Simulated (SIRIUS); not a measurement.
**A series of single points on TaN**

System: TaN (Fm-3m, 2 atoms in the cell).
Method: Kohn-Sham DFT of a periodic cell, PBEsol, dojo-sr-pbesol-0.4.1-standard, no spin polarisation (SIRIUS 7.10.0).

The 7 runs differ only in the geometry, by an even scaling of the cell at fixed fractional positions. The structure derives from a Materials Project entry.

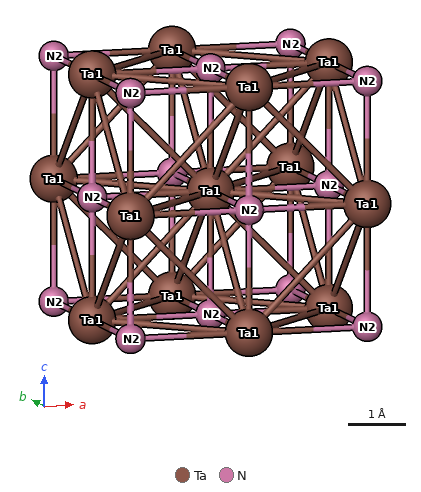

Figure 1. The structure of run 4 (ball-and-stick view of the cell 4 times as large as that of the calculation, set on its symmetry axes, seen slightly off an axis; atoms are numbered from 1 in the order of the input). An atom can appear more than once, as a periodic image.

## Input of run 4
```
{
  "control": {
    "processing_unit": "cpu",
    "verbosity": 2,
    "num_bands_to_print": 16,
    "print_forces": true,
    "print_stress": true
  },
  "parameters": {
    "electronic_structure_method": "pseudopotential",
    "xc_functionals": ["XC_GGA_X_PBE_SOL", "XC_GGA_C_PBE_SOL"],
    "gk_cutoff": 9.2,
    "pw_cutoff": 18.4,
    "ngridk": [10, 10, 10],
    "shiftk": [0, 0, 0],
    "smearing": "fermi_dirac",
    "smearing_width": 0.0018374661,
    "num_bands": 16,
    "num_mag_dims": 0,
    "num_dft_iter": 100,
    "energy_tol": 1e-08,
    "density_tol": 1e-06
  },
  "iterative_solver": {
    "type": "davidson",
    "min_tolerance": 1e-09,
    "tolerance_scale": [0.1, 0.25]
  },
  "mixer": {
    "type": "anderson",
    "beta": 0.7,
    "max_history": 8
  },
  "settings": {
    "tol_ne": 1e-10,
    "pseudo_grid_cutoff": 6.5
  },
  "unit_cell": {
    "lattice_vectors": [
      [0.0, 4.178794843086, 4.178794843086],
      [4.178794843086, 0.0, 4.178794843086],
      [4.178794843086, 4.178794843086, 0.0]
    ],
    "atom_coordinate_units": "lattice",
    "atom_types": ["Ta", "N"],
    "atom_files": {
      "N": "N.json",
      "Ta": "Ta.json"
    },
    "atoms": {
      "Ta": [
        [0.5, 0.5, 0.5]
      ],
      "N": [
        [0.0, 0.0, 0.0]
      ]
    }
  }
}
```

Command:
```bash
upf_to_json N.upf
upf_to_json Ta.upf
OMP_NUM_THREADS=1 sirius.scf --input=sirius.json --output=out.json --task=0
```

Lattice vectors (Å) and fractional positions of run 4:
```
   0.000000    2.211323    2.211323
   2.211323    0.000000    2.211323
   2.211323    2.211323    0.000000
Ta  0.500000  0.500000  0.500000
N   0.000000  0.000000  0.000000
```

Run 3 has the same physical settings and fractional positions; its lattice vectors (Å) are:
```
   0.000000    2.196481    2.196481
   2.196481    0.000000    2.196481
   2.196481    2.196481    0.000000
```

## Results, with one run withheld

```csv
run,volume per atom (Å³),"free energy per atom, from the lowest run given (meV)",pressure (GPa)
1,10.164,8.82,10.64
2,10.381,0.00,2.56
3,10.597,?,?
4,10.813,12.23,−11.13
5,11.030,31.21,−16.90
6,11.246,57.57,−22.07
7,11.462,90.51,−26.68
```

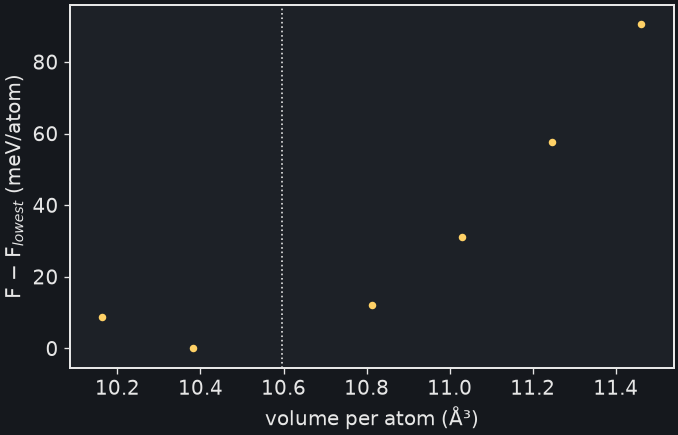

Figure 2. Free energy per atom of the runs given; the dotted line marks run 3.

Fit the runs given and predict run 3.

A cubic polynomial in V^(−2/3) (the Birch–Murnaghan form), fitted to the 6 runs given, misses them by at most 0.02 meV per atom. With x = V^(−2/3) − 0.20425 Å⁻², it reads F = 13.642 − 5789.9 x + 5.8751e+05 x² + 4.4174e+05 x³ (meV per atom). At run 3 it gives 1.52 meV per atom, and the run itself gives 1.50. The slope of the fit gives a pressure −dF/dV of −4.65 GPa there, and the run prints −4.67 GPa. The fit has its minimum at 10.455 Å³ per atom, where V d²F/dV² gives 354 GPa: the bulk modulus at this level, since symmetry fixes the shape and the positions.

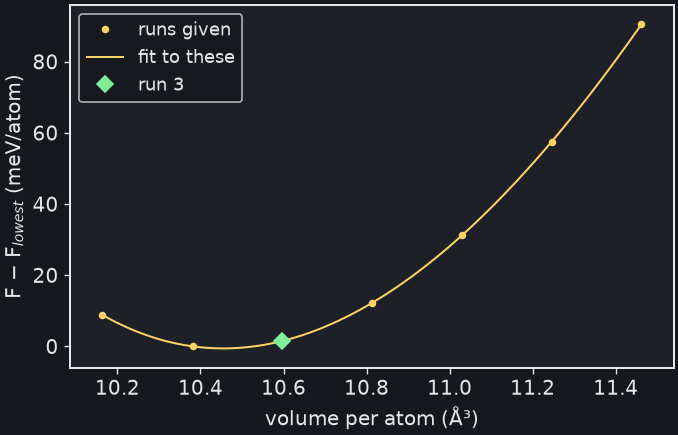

Figure 3. The fit and the withheld run.

## Some lines of the output (run 3)
```
[...]
[find] Total energy                   :     -75.49540463 (Ha),    -150.99080925 (Ry)
[find] Free energy (E-TS)             :     -75.49561432 (Ha),    -150.99122863 (Ry)
[find] Efermi                         :       0.78937127
[find] Total energy                   :     -75.49540496 (Ha),    -150.99080992 (Ry)
[find] Free energy (E-TS)             :     -75.49561436 (Ha),    -150.99122872 (Ry)
[find] Efermi                         :       0.78934375
[find] Total energy                   :     -75.49540500 (Ha),    -150.99081001 (Ry)
[find] Free energy (E-TS)             :     -75.49561437 (Ha),    -150.99122874 (Ry)
[find] Efermi                         :       0.78932965
[find] Total energy                   :     -75.49540495 (Ha),    -150.99080990 (Ry)
[find] Efermi                         :       0.78932883
[find] Efermi                         :       0.78933016
[find] Total energy                   :     -75.49540496 (Ha),    -150.99080991 (Ry)
[find] Efermi                         :       0.78933041
```

Notes: Spin–orbit coupling is left out, which matters for Ta.
